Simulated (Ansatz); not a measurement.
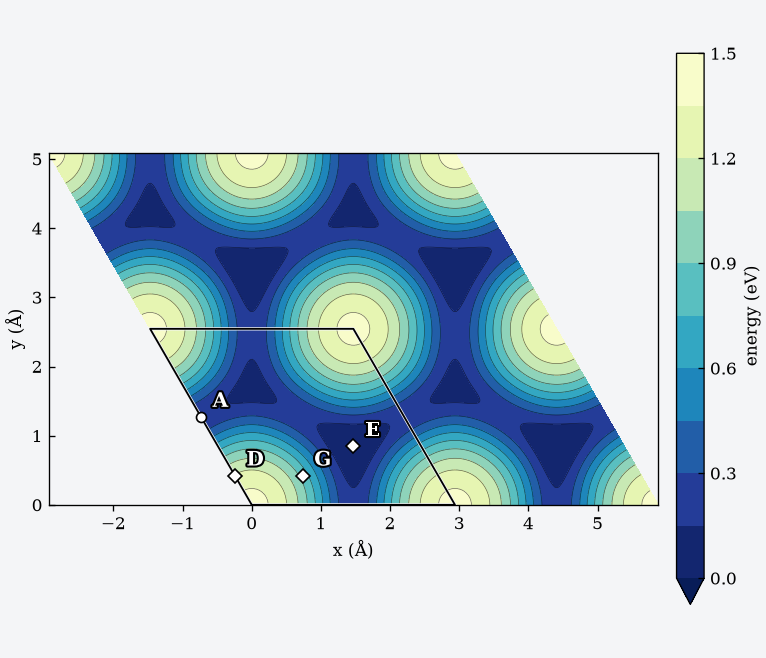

S on a Ti(001) slab cut from the P6_3/mmc phase, its upper half relaxed before the scan (16 atoms of substrate and one adsorbate in a 2 × 2 cell). S is moved over the surface cell; relaxed at each place: the height of the adsorbate's atoms; substrate rigid; the origin of the map has the adsorbate above Ti13. Places are given modulo a cell vector. The map is drawn in real space over the plane of the surface. Grid: 6 × 6 points; 10 points were computed and 26 follow by symmetry. Places are given in fractions of the 1 × 1 surface cell. Energies: eV, counted from the lowest grid point. These are results of Ansatz, DFT PBE, scalar-relativistic, plane waves, PAW, not measurements. Settings: cutoff 420 eV, k-mesh 6×6×1, gaussian smearing 0.1 eV, no spin polarisation.

The picture shows filled contours, the outline of one cell of the 2 × 2 shown, lettered points. Between grid points the surface is interpolated.

**Is D the lowest point of the computed grid?**

No. D lies 1.21 eV above the lowest grid point, which is at a threefold hollow, (4/6, 2/6) of the cell vectors.

**Rank the lettered points by energy, lowest first.**

E (0.00 eV), A (0.18 eV), G (0.84 eV), D (1.21 eV).

PAW datasets: the set soft_1.
